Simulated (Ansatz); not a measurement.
Input

```
crystal:
  lattice:
    - [0.0, 2.6427723442, 2.6427723442]
    - [2.6427723442, 0.0, 2.6427723442]
    - [2.6427723442, 2.6427723442, 0.0]
  atoms:
    - { symbol: Li, position: [0.75, 0.75, 0.75] }
    - { symbol: Cl, position: [0.5, 0.5, 0.5] }
basis:
  ecutwfc: 420
kpoints:
  mp_grid: { grid: [8, 8, 8] }
hamiltonian:
  xc: pbe
scf:
  occupations: { method: gaussian, width: 0.02 }
output:
  forces: true
  stress: true
  eigenvalues: true
  write_density: true
  write_potential: true
  elf: true
  volumetric_format: npy
```

Command:

```sh
ansatz run input.yaml --threads 1 --pin off --max-ram 2048MiB --backend cpu --events-out ev --progress --plain --runs-dir out
```

Below, planes, directions and counts refer to the conventional cell (a = 5.29 Å, b = 5.29 Å, c = 5.29 Å, α = 90.00°, β = 90.00°, γ = 90.00°).

Space group F-43m; a structure generated by program, which may or may not match a known phase; changed on purpose from its base cell (volume × 0.88); computed pressure about 4 GPa in this cell.

All numbers below come from DFT PBE, scalar-relativistic, plane waves, PAW (Ansatz 0.2.0).

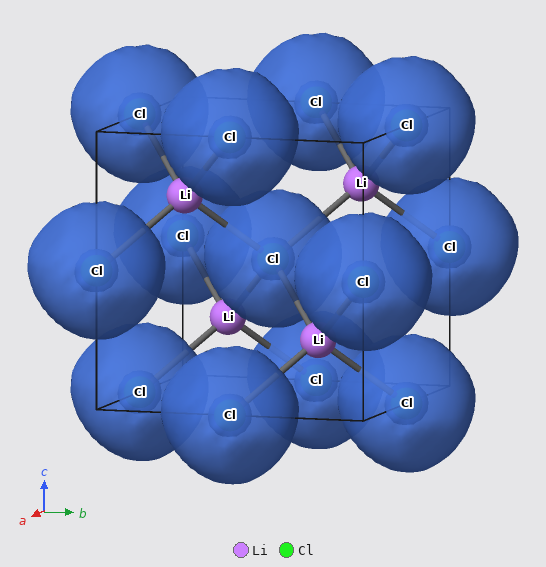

LiCl. Isosurface of the ELF at 0.7 (blue), seen slightly off an axis. Only the valence region is drawn (cores and ρ < 0.01 e/Å³ removed). Sticks mark near contacts.

Where are the electrons localised?

Answer. The ELF exceeds this value in four regions wrapped around Cl (the valence shell of each), counted in one cell of 8 atoms. Any copies at cell faces, edges or corners count once.

Values along the shortest contacts:
Li–Cl (2.29 Å): the ELF peaks at about 0.90 in the valence shell of Cl, 0.8 Å from its nucleus, and falls to about 0 next to Li; a closed-shell, largely ionic contact.
